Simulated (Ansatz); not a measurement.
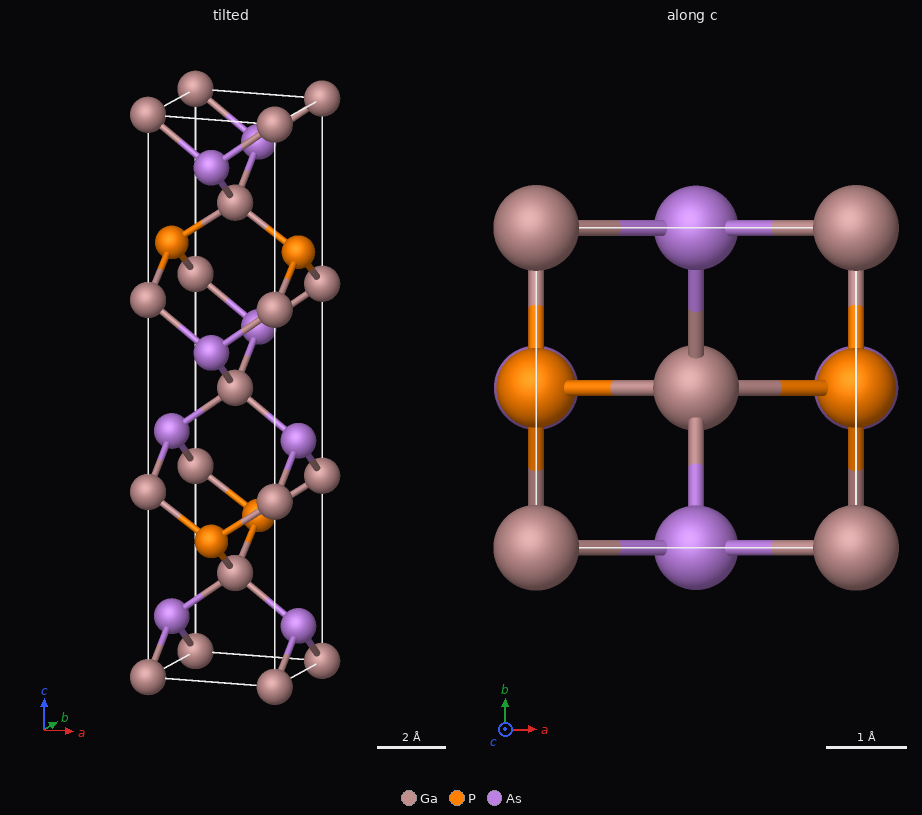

Drawn in the ball-and-stick manner and seen slightly off an axis and along the c axis. The outline marks the conventional unit cell. Cell: a = 4.00 Å, b = 4.00 Å, c = 17.01 Å, α = 90.00°, β = 90.00°, γ = 90.00°.

Its origin is a structure type filled with these elements by a generator (whether the compound takes this form wasn't checked). Earlier steps of the study may have refined or changed the cell and positions. It was the input of a calculation with Ansatz.

### Characterise what is shown.

The solid is Ga3As2P. Its lattice is body-centred tetragonal, its space group I-4m2 (No. 119). Atoms per cell: 12 (6 Ga, 4 As, 2 P). P is coordinated by four Ga in a tetrahedral arrangement at about 2.4 Å. Each As atom has four Ga in a tetrahedral arrangement at about 2.5 Å around it. Ga takes two kinds of site: 4e with two P and two As in a tetrahedral arrangement (about 2.4 Å to P, 2.5 Å to As); 2a with four As in a tetrahedral arrangement at about 2.5 Å. The bonds build a three-dimensional framework.

The calculation: DFT PBE, scalar-relativistic, plane waves, PAW in Ansatz, with a cutoff energy of 420 eV, k-points about 0.18 Å⁻¹ apart, Gaussian smearing of 0.02 eV, no spin polarisation.

### Is it conducting or gapped at this level?

A semiconductor at this level, with a gap of 0.58 eV, direct.

### What are the atomic charges by Bader's partition?

Ga +0.68 to +0.75 e; As -0.68 e; P -0.83 e.

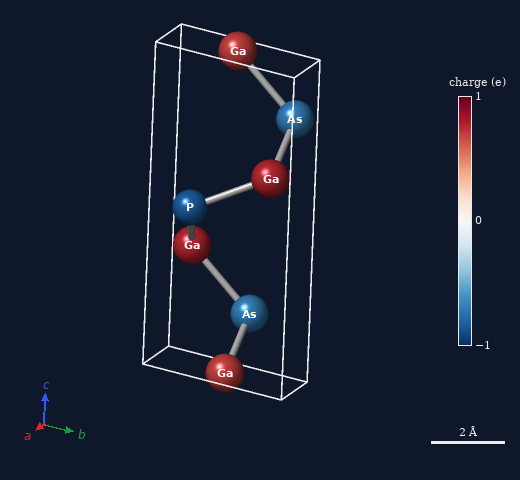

The atoms coloured by those charges. The run's cell of 6 atoms is drawn in a reduced setting, so axes and origin can differ from the first picture.

### Does the calculation find this structure at rest?

Yes. All forces vanish to within 0.01 eV/Å. The pressure is 0.0 GPa, close to zero.
